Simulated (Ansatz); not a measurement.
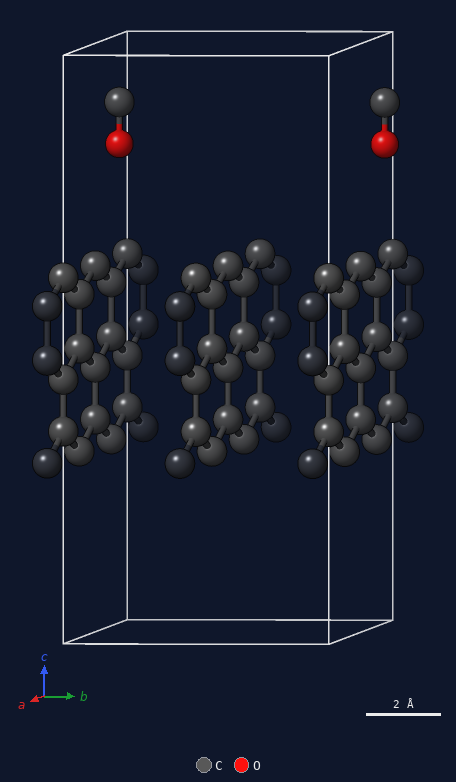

**Figure 1.** The input geometry (ball-and-stick view of the cell of the calculation, with the vacuum cut short, seen slightly off an axis; neighbours outside the cell are drawn fainter). An atom can appear more than once, as a periodic image. Near neighbours in the periodic cell (some may lie outside the picture): C has 2 C at 1.38 to 1.42 Å; C has 3 C at 1.38 to 1.49 Å; O has 1 C at 1.15 Å; C has 1 O at 1.15 Å.

C25O: single-point calculation

System: C25O (slab, 26 atoms in the cell).
Method: DFT PBE+D3(BJ), scalar-relativistic, plane waves, PAW, PAW set soft_1, no spin polarisation (Ansatz 0.2.0).

The structure derives from an entry of the Crystallography Open Database. Figures and captions count atoms from 1; the log counts them from 0 in places.

## Log
```
Warning: crystal.symmetry: narrowed to the stabiliser of the k-point mesh — unitary ops 2 → 1; excluded 1 operation that carries a point of the 6×4×1 mesh (shift [0, 0, 0]) off the mesh (the run samples exactly the mesh kpoints.mp_grid names, as under crystal.symmetry.detect: false, and its converged state has the mesh's symmetry, not the crystal's; ε∞, the Born charges and the force constants of a linear response (`dielectric:` by the response, `phonons.method: dfpt`) are averaged over those of the crystal's operations that the state keeps within a tolerance, where `mesh_tensors`, `unaveraged_element` or `gamma_mean_max_change_ev_ang2` stands beside them; a row that `dielectric.field_direction` solves alone is averaged likewise, with nothing beside; a Γ-centred mesh of equal divisions is mapped onto itself by every operation and keeps the whole group, as does a half-shifted one under kpoints.further_shifts: images)
Engine: ansatz 0.2.0, aarch64-unknown-linux-gnu
Pseudopotentials: kind: paw
Pseudopotential: C, paw, valence charge 4, recommended cutoff 420 eV (normal), [file]
Pseudopotential: O, paw, valence charge 6, recommended cutoff 420 eV (normal), [file]
Functional definition: PBE
  parameter kappa = 0.804
  parameter beta = 0.06672455060314922
  exchange = pbe_x(kappa = kappa, mu = beta*pi^2/3)
  correlation = pbe_c(beta = beta)
Crystal: 26 atoms, lattice volume = 796.362 Å³
Basis set: ecut = 420 eV, 15569 PW (Γ), exchange–correlation on 72×100×320 points (8 copies of the dense FFT grid, shifted against one another)
Bands: 79, of which v1, the nominal top of the filled ones, is band 53 counted from 1 (52 counted from 0)
Symmetry: 1 space group operations
k-points: 14 of 24 (time reversal used)
Non-local potential: C, projectors of the file, l = 0: 2, l = 1: 2, l = 2: 1
Non-local potential: O, projectors of the file, l = 0: 2, l = 1: 2, l = 2: 1
PAW form: soft (Blöchl's): semilocal exchange-correlation on the pseudo side does not see the compensation charge
PAW one-centre angular grid: C, 110 points (default); XC on 64 Gauss nodes
PAW one-centre angular grid: O, 110 points (default); XC on 64 Gauss nodes
Initial wavefunctions: pseudopotential atomic-orbital guess
Functional: x = pbe(κ = 0.804, μ = 0.2195149727645171), c = pbe(β = 0.06672455060314922)
SCF iter   1: F=—  HF=-6828.326141 eV  |F-HF|=—  |Δ(HF+E_count)|=         —  Δρ=6.74e-2  dr2=3.68e1  ethr=3.10e-3  p=-0.000 e·Å  D=-1.61e-7 V/Å  ΔV_dip=0.00 eV  dr2_dipole=2.41e0  V_vac-E_F(+/−)=8.67/8.67 eV  ⟨swp⟩=6.1  Hψ=4879  notcnv=0  defer=137
efield: sawtooth ramp at fractional position 0.8413 (placed from the atoms, in the widest stretch of the axis that holds none; the zero of the levels goes with the place), width 0.0400; the density the first Hamiltonian is built on has a dipole p = -0.000 e·Å; the dipole correction subtracts the counter field D = -1.61e-7 V/Å, which shifts the + side's vacuum level by +0.00 eV against the − side's; the planar-averaged density in the ramp window peaks in size at 2.0e-7 e/Å³
preconditioner: auto → LDOS  [metal: Δε(μ)=0.002 eV  Ē_g=13.778 eV  σ=0.050 eV  W_gap=0.02  n_scr=106 (ndim 8)  ℏωp=13.4 eV  f_vac=0.597  D(μ)=23.04/eV (n_scr^D=156)  β→1.0]
SCF iter   2: F=—  HF=-6817.662204 eV  |F-HF|=—  |Δ(HF+E_count)|=    1.07e1  Δρ=3.75e-2  dr2=1.17e1  ethr=3.10e-3  p=0.295 e·Å  D=6.71e-2 V/Å  ΔV_dip=-1.60 eV  dr2_dipole=5.40e-2  V_vac-E_F(+/−)=6.44/8.04 eV  ⟨swp⟩=3.0  Hψ=2574  notcnv=0  defer=262
SCF iter   3: F=—  HF=-6820.848398 eV  |F-HF|=—  |Δ(HF+E_count)|=    3.19e0  Δρ=5.75e-2  dr2=8.29e1  ethr=3.10e-3  p=-0.317 e·Å  D=-7.19e-2 V/Å  ΔV_dip=1.71 eV  dr2_dipole=2.85e1  V_vac-E_F(+/−)=9.40/7.69 eV  ⟨swp⟩=4.0  Hψ=2951  notcnv=0  defer=266  recentre
SCF iter   4: F=—  HF=-6816.567633 eV  |F-HF|=—  |Δ(HF+E_count)|=    4.28e0  Δρ=1.84e-2  dr2=3.79e0  ethr=3.10e-3  p=0.416 e·Å  D=9.44e-2 V/Å  ΔV_dip=-2.25 eV  dr2_dipole=4.43e-1  V_vac-E_F(+/−)=5.56/7.80 eV  ⟨swp⟩=3.0  Hψ=2219  notcnv=0  defer=251
SCF iter   5: F=—  HF=-6816.095156 eV  |F-HF|=—  |Δ(HF+E_count)|=   4.72e-1  Δρ=6.22e-3  dr2=9.36e-1  ethr=3.10e-3  p=0.339 e·Å  D=7.70e-2 V/Å  ΔV_dip=-1.83 eV  dr2_dipole=1.90e-1  V_vac-E_F(+/−)=5.86/7.69 eV  ⟨swp⟩=2.0  Hψ=1910  notcnv=0  defer=256
SCF iter   6: F=—  HF=-6816.072747 eV  |F-HF|=—  |Δ(HF+E_count)|=   2.24e-2  Δρ=3.26e-3  dr2=2.30e-1  ethr=8.83e-4  p=0.311 e·Å  D=7.07e-2 V/Å  ΔV_dip=-1.68 eV  dr2_dipole=6.79e-2  V_vac-E_F(+/−)=5.50/7.18 eV  ⟨swp⟩=2.1  Hψ=1412  notcnv=0  defer=256
SCF iter   7: F=—  HF=-6816.042651 eV  |F-HF|=—  |Δ(HF+E_count)|=   3.01e-2  Δρ=1.83e-3  dr2=6.48e-2  ethr=2.17e-4  p=0.268 e·Å  D=6.09e-2 V/Å  ΔV_dip=-1.45 eV  dr2_dipole=2.95e-2  V_vac-E_F(+/−)=5.56/7.01 eV  ⟨swp⟩=2.0  Hψ=1385  notcnv=0  defer=256
SCF iter   8: F=—  HF=-6816.027581 eV  |F-HF|=—  |Δ(HF+E_count)|=   1.51e-2  Δρ=1.08e-3  dr2=2.54e-2  ethr=6.11e-5  p=0.199 e·Å  D=4.52e-2 V/Å  ΔV_dip=-1.08 eV  dr2_dipole=6.77e-3  V_vac-E_F(+/−)=5.89/6.96 eV  ⟨swp⟩=2.0  Hψ=1572  notcnv=0  defer=256
SCF iter   9: F=—  HF=-6816.018416 eV  |F-HF|=—  |Δ(HF+E_count)|=   9.17e-3  Δρ=6.26e-4  dr2=9.72e-3  ethr=2.40e-5  p=0.158 e·Å  D=3.58e-2 V/Å  ΔV_dip=-0.85 eV  dr2_dipole=1.65e-3  V_vac-E_F(+/−)=6.09/6.94 eV  ⟨swp⟩=2.0  Hψ=1367  notcnv=0  defer=256
SCF iter  10: F=—  HF=-6816.012504 eV  |F-HF|=—  |Δ(HF+E_count)|=   5.91e-3  Δρ=3.64e-4  dr2=2.88e-3  ethr=9.17e-6  p=0.091 e·Å  D=2.06e-2 V/Å  ΔV_dip=-0.49 eV  dr2_dipole=5.41e-4  V_vac-E_F(+/−)=6.45/6.94 eV  ⟨swp⟩=2.4  Hψ=1603  notcnv=0  defer=256
SCF iter  11: F=—  HF=-6816.012664 eV  |F-HF|=—  |Δ(HF+E_count)|=   1.60e-4  Δρ=2.72e-4  dr2=1.06e-3  ethr=2.71e-6  p=0.088 e·Å  D=2.01e-2 V/Å  ΔV_dip=-0.48 eV  dr2_dipole=5.25e-5  V_vac-E_F(+/−)=6.47/6.95 eV  ⟨swp⟩=2.0  Hψ=1620  notcnv=0  defer=256
SCF iter  12: F=—  HF=-6816.012606 eV  |F-HF|=—  |Δ(HF+E_count)|=   5.80e-5  Δρ=6.71e-5  dr2=7.77e-5  ethr=1.00e-6  p=0.086 e·Å  D=1.95e-2 V/Å  ΔV_dip=-0.46 eV  dr2_dipole=4.21e-6  V_vac-E_F(+/−)=6.48/6.94 eV  ⟨swp⟩=2.0  Hψ=1464  notcnv=0  defer=256
SCF iter  13: F=—  HF=-6816.012984 eV  |F-HF|=—  |Δ(HF+E_count)|=   3.79e-4  Δρ=1.78e-5  dr2=4.84e-6  ethr=7.33e-8  p=0.085 e·Å  D=1.93e-2 V/Å  ΔV_dip=-0.46 eV  dr2_dipole=3.24e-7  V_vac-E_F(+/−)=6.48/6.94 eV  ⟨swp⟩=2.0  Hψ=1593  notcnv=0  defer=256
SCF iter  14: F=—  HF=-6816.012988 eV  |F-HF|=—  |Δ(HF+E_count)|=   3.22e-6  Δρ=1.02e-5  dr2=1.27e-6  ethr=4.56e-9  p=0.085 e·Å  D=1.93e-2 V/Å  ΔV_dip=-0.46 eV  dr2_dipole=8.62e-9  V_vac-E_F(+/−)=6.48/6.94 eV  ⟨swp⟩=2.0  Hψ=1474  notcnv=0  defer=256
SCF iter  15: F=—  HF=-6816.012988 eV  |F-HF|=—  |Δ(HF+E_count)|=   5.11e-7  Δρ=4.13e-6  dr2=2.22e-7  ethr=1.20e-9  p=0.085 e·Å  D=1.93e-2 V/Å  ΔV_dip=-0.46 eV  dr2_dipole=2.13e-10  V_vac-E_F(+/−)=6.48/6.94 eV  ⟨swp⟩=2.0  Hψ=1489  notcnv=0  defer=256
SCF iter  16: F=-6816.012988 eV  HF=-6816.012988 eV  |F-HF|=5.50e-8  |Δ(HF+E_count)|=   2.63e-7  Δρ=1.66e-6  dr2=4.16e-8  ethr=9.43e-11  p=0.085 e·Å  D=1.93e-2 V/Å  ΔV_dip=-0.46 eV  dr2_dipole=1.61e-9  V_vac-E_F(+/−)=6.48/6.94 eV  ⟨swp⟩=30.4  Hψ=9537  notcnv=0
SCF 1 converged in 16 iterations: F = -6816.012988 eV  dr2 = 4.16e-8
  greatest PAW one-centre occupation: 0.892 electrons in one spin orbital (limit 2), on the O atom at site 24 (counted from 0), in its partial waves of l = 0
```

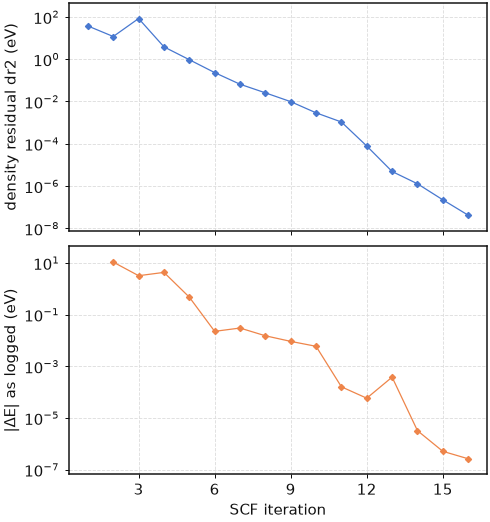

**Figure 2.** Convergence of the self-consistent field: density residual dr2 and size of the energy change against the SCF iteration. The residual comes down, with one marked jump up, by a factor of about 7, at step 3.

```
SCF converged after 16 iterations
Free energy (F): -6816.012988 eV
Harris-Foulkes:  -6816.012988 eV  (|F-HF|=5.50e-8)
Internal energy: -6815.984552 eV  (E = F + TS)
E sigma→0 (E₀):  -6815.998770 eV
Entropy (-TS):   -0.028437 eV (-1.094 meV/atom)
Fermi energy:    -2.837448 eV
Dipole field:    D = 0.019283 V/Å  (p = 0.084863 e·Å, saw-weighted, corrected)
Work function:   Φ+ = 6.4822 eV   Φ− = 6.9408 eV
Levels:          The Fermi level and band energies are counted from a zero that moves with the ramp; work functions are not
--- Per-component energies (eV) ---
  E_band       = -1160.840662
  E_kinetic    = 2318.577521
  E_local      = -56715.084957  (includes V_loc(G=0)·N_el)
  E_nonlocal   = 652.927557
  E_hartree    = 27159.420906
  E_xc         = -1222.799617
  E_vxc        = -1505.826058  (∫ρ·V_xc dr)
  E_paw        = -2660.113304  (= ΣΔE_a)
  E_vpaw       = -233.419491  (= ΣTr[D̂ρ^β])
  E_aug_tail   = 0.001146  (compensation charges beyond the density's cutoff)
  E_efield     = 0.000818  (sawtooth field / dipole correction)
  E_vefield    = 3.145975  (∫n·V_field dr)
  E_ewald      = 23653.973061
  E_disp       = -2.887683  (pairwise vdW)
  E_smearing   = -0.028437  (= −TS)
  E_closure    = 0.000000  (closes the sum)
  Σ components = -6816.012988   (vs F -6816.012988, Δ=0.00e0)
--- Forces (eV/Å), atoms counted from 1 ---
  atom   1  C      0.00705440     0.00000782     1.86037125
  atom   2  C      0.00001667     0.00041948     1.87231385
  atom   3  C     -0.00709463    -0.00001287     1.85151897
  atom   4  C      0.00000832    -0.00042282     1.87226473
  atom   5  C     -0.00156881     0.00000915    -3.41936762
  atom   6  C     -0.00015342    -0.00009034    -3.44327174
  atom   7  C      0.00195086    -0.00000357    -3.41164713
  atom   8  C      0.00000277     0.00008777    -3.44323821
  atom   9  C     -0.01270281    -0.00006281     1.55591143
  atom  10  C     -0.00003724     0.00030591     1.57347854
  atom  11  C      0.01246896     0.00006451     1.57062719
  atom  12  C      0.00003671    -0.00030425     1.57345844
  atom  13  C     -0.01557096    -0.00000367     0.01849531
  atom  14  C      0.00002942    -0.00114695    -0.00385597
  atom  15  C      0.01456676     0.00000484    -0.00598074
  atom  16  C      0.00003895     0.00114677    -0.00384711
  atom  17  C      0.00158951     0.00001893     0.10965060
  atom  18  C      0.00004740    -0.00061272    -0.01837870
  atom  19  C     -0.00350731    -0.00001795    -0.03065363
  atom  20  C      0.00001952     0.00061552    -0.01864142
  atom  21  C     -0.06149185    -0.00000617    -0.14982984
  atom  22  C      0.00008116    -0.00245477     0.02641343
  atom  23  C      0.04565167    -0.00000039     0.04048135
  atom  24  C      0.00026482     0.00245577     0.02646993
  atom  25  O      0.02373380     0.00000062     1.53771249
  atom  26  C     -0.00549046    -0.00000395    -1.54050797
  max |Σ_I F_I| component: 5.58e-5 eV/Å
--- Band table (eV; the first three rows and the last of 14) ---
  k-point 0: bands = ["-25.6312", "-21.6575", "-21.3940", "-19.9488", "-19.7030", "-17.5857", "-17.3686", "-17.3632", "-17.3545", "-17.3197", "-17.3067", "-15.7014", "-15.6849", "-15.4784", "-15.4703", "-13.6861", "-13.6787", "-13.6661", "-13.6591", "-13.1352", "-12.9614", "-10.7615", "-10.3752", "-9.9575", "-9.9553", "-9.8029", "-9.7881", "-9.0787", "-8.9312", "-8.8169", "-8.7703", "-8.6035", "-8.5743", "-8.2626", "-8.2418", "-7.6398", "-7.5984", "-6.9058", "-6.5284", "-6.1345", "-6.0980", "-5.6951", "-5.0197", "-4.9994", "-4.9975", "-4.9313", "-4.9196", "-3.3428", "-3.3178", "-3.3003", "-3.1373", "-3.1354", "-2.9174", "-2.3553", "-2.3318", "-2.3116", "-1.9490", "-1.9120", "-1.9116", "-0.5177", "-0.5067", "-0.0246", "-0.0223", "0.3795", "1.1944", "1.3563", "1.9002", "2.4176", "2.8951", "3.5680", "3.5813", "3.8370", "4.1813", "4.7429", "4.8978", "5.2230", "5.2418", "5.4917", "5.5289"]
  k-point 1: bands = ["-25.6312", "-21.6208", "-21.4345", "-19.9146", "-19.7407", "-17.5534", "-17.4059", "-17.4058", "-17.3898", "-17.2761", "-17.2685", "-15.7126", "-15.6973", "-15.4632", "-15.4564", "-13.7282", "-13.7267", "-13.6168", "-13.6157", "-13.1107", "-12.9878", "-10.7615", "-10.1490", "-9.9603", "-9.9584", "-9.7995", "-9.7850", "-9.0640", "-8.9529", "-8.8810", "-8.8110", "-8.7764", "-8.3888", "-8.2621", "-8.2418", "-7.6345", "-7.6039", "-7.1978", "-6.3336", "-6.1292", "-6.1034", "-5.6938", "-5.2780", "-5.2751", "-5.2743", "-4.7097", "-4.7036", "-3.3174", "-3.2990", "-3.2798", "-3.1354", "-3.1335", "-2.9838", "-2.3416", "-2.3240", "-2.2916", "-2.0087", "-1.8526", "-1.8499", "-0.5670", "-0.5577", "0.1737", "0.1743", "0.5837", "1.1624", "1.3555", "1.6502", "3.0624", "3.1342", "3.7070", "3.7929", "3.9964", "4.5958", "4.7166", "4.9374", "4.9759", "5.0190", "5.2638", "5.3423"]
  k-point 2: bands = ["-25.6312", "-21.5340", "-21.5252", "-19.8347", "-19.8238", "-17.4772", "-17.4691", "-17.4295", "-17.4286", "-17.2515", "-17.2447", "-15.7226", "-15.7082", "-15.4496", "-15.4436", "-13.7497", "-13.7485", "-13.5937", "-13.5929", "-13.0554", "-13.0450", "-10.7615", "-9.9631", "-9.9614", "-9.7962", "-9.7820", "-9.5656", "-9.5583", "-9.0045", "-9.0014", "-8.8010", "-8.7865", "-8.2655", "-8.2418", "-7.8325", "-7.8242", "-7.6257", "-7.6128", "-6.1179", "-6.1149", "-5.8362", "-5.8306", "-5.6922", "-5.4142", "-5.4108", "-4.6361", "-4.6302", "-3.3162", "-3.2980", "-3.1417", "-3.1337", "-3.1326", "-3.1266", "-2.3268", "-2.3104", "-2.1589", "-2.1390", "-1.8251", "-1.8218", "-0.5583", "-0.5499", "0.3280", "0.3282", "1.0653", "1.1005", "1.1585", "1.3548", "3.4504", "3.7640", "4.2234", "4.2526", "4.3369", "4.4663", "4.7973", "4.8173", "4.9418", "4.9940", "5.0192", "5.0273"]
  k-point 13: bands = ["-25.6306", "-20.5290", "-20.5261", "-20.3559", "-20.3532", "-18.8634", "-18.8600", "-18.7033", "-18.7003", "-16.5831", "-16.5807", "-16.4347", "-16.4325", "-12.8660", "-12.8616", "-12.8533", "-12.8530", "-11.6346", "-11.6316", "-11.6122", "-11.6116", "-10.9994", "-10.9966", "-10.9416", "-10.9395", "-10.7484", "-9.4233", "-9.4208", "-9.3726", "-9.3706", "-8.8173", "-8.8149", "-8.6951", "-8.6937", "-8.6473", "-8.6467", "-8.2841", "-8.2595", "-7.6214", "-7.6191", "-7.0759", "-7.0731", "-5.9665", "-5.9633", "-5.6464", "-4.9923", "-4.9898", "-3.9895", "-3.9866", "-2.9695", "-2.9631", "-2.8979", "-2.8872", "-2.7969", "-2.7931", "-2.6806", "-2.6755", "0.0565", "0.0606", "0.1582", "0.1612", "1.0435", "1.2292", "2.6984", "2.7020", "2.8788", "2.8796", "4.2907", "4.4176", "4.4567", "4.5395", "4.5925", "4.6119", "4.9131", "4.9246", "5.2398", "5.2516", "5.3127", "5.4204"]
```

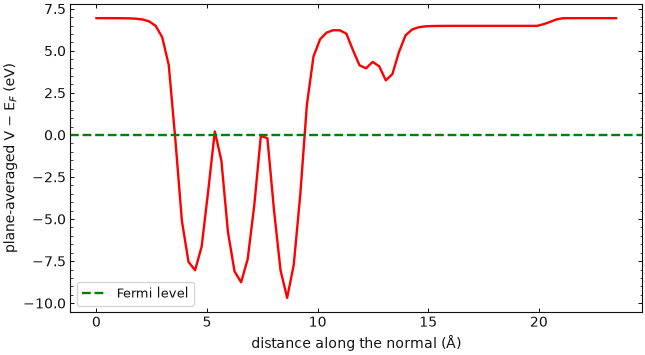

**Figure 3.** Plane average of the electrostatic potential energy of an electron across the cell, from the Fermi level. The vacuum level lies 6.48 eV above the Fermi level on the upper side and 6.94 eV on the lower.

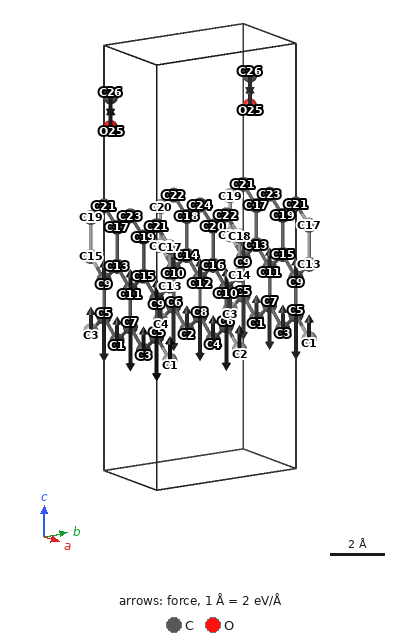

**Figure 4.** Forces on the atoms as black arrows (ball-and-stick view of the cell of the calculation, with the vacuum cut short, seen slightly off an axis; neighbours outside the cell are drawn fainter; atoms are numbered from 1 in the order of the input); the smallest are left out. The largest act on C6, C8 (3.44 eV/Å); C5 (3.42 eV/Å); C7 (3.41 eV/Å); C2, C4 (1.87 eV/Å), among others. The geometry is not a stationary point of this energy.

This output came from the following input.

## The input
```yaml
crystal:
  lattice:
    - [4.9311586502, 0.0, 0.0]
    - [-2.4655793251, 6.7895556517, 0.0]
    - [0.0, 0.0, 23.7859273492]
  atoms:
    - { symbol: C, position: [0.25, 0.0, 0.1681666618] }
    - { symbol: C, position: [0.25, 0.5, 0.1681666618] }
    - { symbol: C, position: [0.75, 0.0, 0.1681666618] }
    - { symbol: C, position: [0.75, 0.5, 0.1681666618] }
    - { symbol: C, position: [0.0, 0.0, 0.1980626486] }
    - { symbol: C, position: [0.0, 0.5, 0.1980626486] }
    - { symbol: C, position: [0.5, 0.0, 0.1980626486] }
    - { symbol: C, position: [0.5, 0.5, 0.1980626486] }
    - { symbol: C, position: [0.0, 0.0, 0.2578893198] }
    - { symbol: C, position: [0.0, 0.5, 0.2578893198] }
    - { symbol: C, position: [0.5, 0.0, 0.2578893198] }
    - { symbol: C, position: [0.5, 0.5, 0.2578893198] }
    - { symbol: C, position: [0.25, 0.0, 0.2870659527] }
    - { symbol: C, position: [0.25, 0.5, 0.2870659527] }
    - { symbol: C, position: [0.75, 0.0, 0.2870659527] }
    - { symbol: C, position: [0.75, 0.5, 0.2870659527] }
    - { symbol: C, position: [0.25, 0.0, 0.3496842014] }
    - { symbol: C, position: [0.25, 0.5, 0.3496842014] }
    - { symbol: C, position: [0.75, 0.0, 0.3496842014] }
    - { symbol: C, position: [0.75, 0.5, 0.3496842014] }
    - { symbol: C, position: [0.0, 0.0, 0.3756812681] }
    - { symbol: C, position: [0.0, 0.5, 0.3756812681] }
    - { symbol: C, position: [0.5, 0.0, 0.3756812681] }
    - { symbol: C, position: [0.5, 0.5, 0.3756812681] }
    - { symbol: O, position: [0.125, 0.0, 0.506010431] }
    - { symbol: C, position: [0.125, 0.0, 0.5543583462] }
basis:
  ecutwfc: 420
kpoints:
  mp_grid: { grid: [6, 4, 1] }
hamiltonian:
  xc: pbe
  pseudopotentials: { kind: paw, azcp: { folder: soft_1 } }
  dispersion: d3bj
scf:
  occupations: { method: gaussian, width: 0.05 }
output:
  forces: true
  eigenvalues: true
efield:
  axis: 3
  dipole_correction: true
  ramp_width: 0.04
```

Command:
```bash
ansatz run input.yaml --threads 2 --pin off --max-ram 6144MiB --backend cpu --events-out ev --progress --plain --runs-dir out
```

## Summary

- outcome: converged
- electrons treated: 106
- free energy: −6816.0130 eV
- work function, top face: 6.48 eV
- work function, bottom face: 6.94 eV
- Fermi energy: −2.837 eV
- gap on the k-point mesh: none (metallic)
- work function (upper face): 6.48 eV
- largest force (length of the vector): 3.443 eV/Å
- hardware: 2 threads of Arm Neoverse N1, 98 GiB of memory available, shared host
- wall time: 1.8 min (CPU time 3.5 min)
- peak memory: 1.3 GiB

## Notes

Warnings of the run: the k-point mesh lowers the symmetry that the run can use.
